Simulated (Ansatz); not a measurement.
```xyz
4
Lattice="3.8682 0.0000 0.0000 0.0000 3.8682 0.0000 0.0000 0.0000 5.0673" Properties=species:S:1:pos:R:3 pbc="T T T"
Sn    0.0000    1.9341    1.1591
Sn    1.9341    0.0000    3.9082
O     0.0000    0.0000    0.0900
O     1.9341    1.9341    4.9773
```

Space group Pmmn; not relaxed (largest force 0.6 eV/Å).

Theory: DFT PBE, scalar-relativistic, plane waves, PAW (Ansatz 0.2.0).

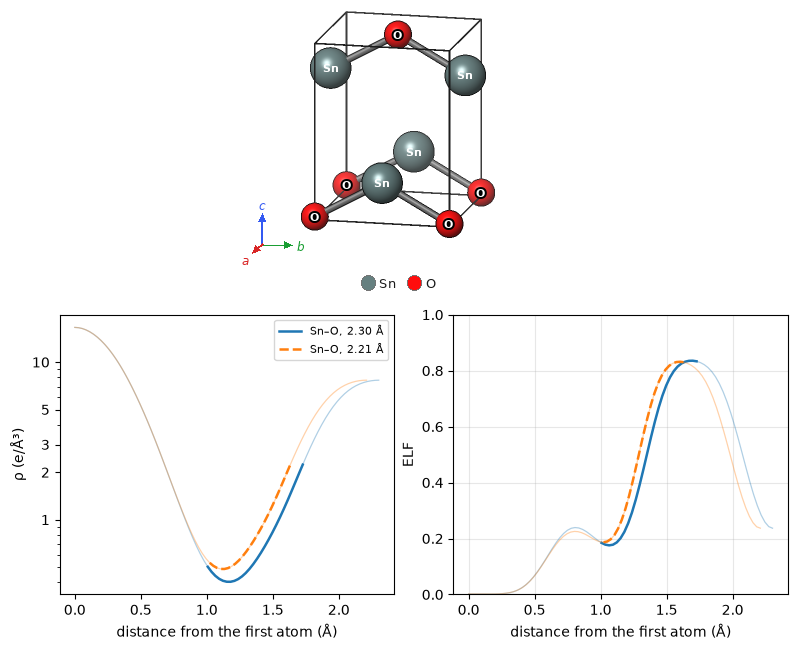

SnO. Valence electron density and electron localisation function along straight lines between neighbouring atoms. Thin, pale parts lie inside the atomic spheres. The structure is drawn too.

Core electrons are frozen (PAW), and the valence fields are smoothed inside the atomic spheres.

Question: Compare the contacts.

Answer: Sn–O (2.30 Å): ρ at the midpoint is about 0.4 e/Å³; the ELF peaks at about 0.85 in the valence shell of O, 0.6 Å from its nucleus, and drops to about 0.20 between the two atoms: no shared electron pair shows on this line.
Sn–O (2.21 Å): the density is about 0.49 e/Å³ at the midpoint; the ELF peaks at about 0.85 in the valence shell of O, 0.6 Å from its nucleus, and is about 0.20 at the midpoint (no localised pair shows between them).
